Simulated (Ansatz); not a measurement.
Read the following structure.

```
CELL_PARAMETERS angstrom
5.58380 0.00000 0.00000
0.00000 5.58380 0.00000
0.00000 0.00000 7.89669
ATOMIC_POSITIONS crystal
Ti 0.00000 0.02686 0.75000
Ti 0.00000 0.97314 0.25000
Al 0.00000 0.47714 0.25000
Al 0.00000 0.52286 0.75000
Al 0.25000 0.25000 0.00000
Al 0.25000 0.25000 0.50000
Al 0.75000 0.25000 0.00000
Al 0.75000 0.25000 0.50000
Ti 0.50000 0.52686 0.75000
Ti 0.50000 0.47314 0.25000
Al 0.50000 0.97714 0.25000
Al 0.50000 0.02286 0.75000
Al 0.75000 0.75000 0.00000
Al 0.75000 0.75000 0.50000
Al 0.25000 0.75000 0.00000
Al 0.25000 0.75000 0.50000
```

Question: Work out the structure from the coordinates.

Answer: Its composition is TiAl₃. The symmetry is that of Cmcm (No. 63), on a base-centred orthorhombic lattice. One cell contains 4 Ti, 12 Al, 16 atoms in all. Around each Ti lie twelve Al in a cuboctahedral arrangement at 2.72 to 2.87 Å. Al bonds to eight Al and four Ti in a cuboctahedral arrangement (2.73 to 2.86 Å to Al, 2.72 to 2.87 Å to Ti). The bonds build a three-dimensional framework.

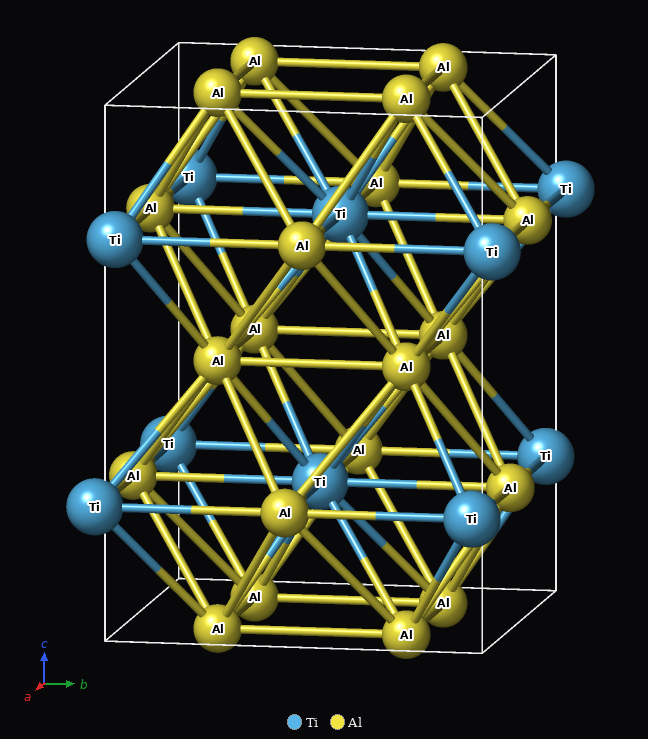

A ball-and-stick picture of a crystal structure, seen slightly off an axis. The parallelepiped is the conventional unit cell. Colours: titanium blue, aluminium yellow.

Starting structure: a structure listed in the Materials Project. The cell was then strained or its atoms displaced on purpose. An electronic-structure calculation with Ansatz was run on it.

At this level of theory the run's own cell isn't at rest (forces up to 0.8 eV/Å), so its distances can differ from those at equilibrium, the more so the softer the solid.
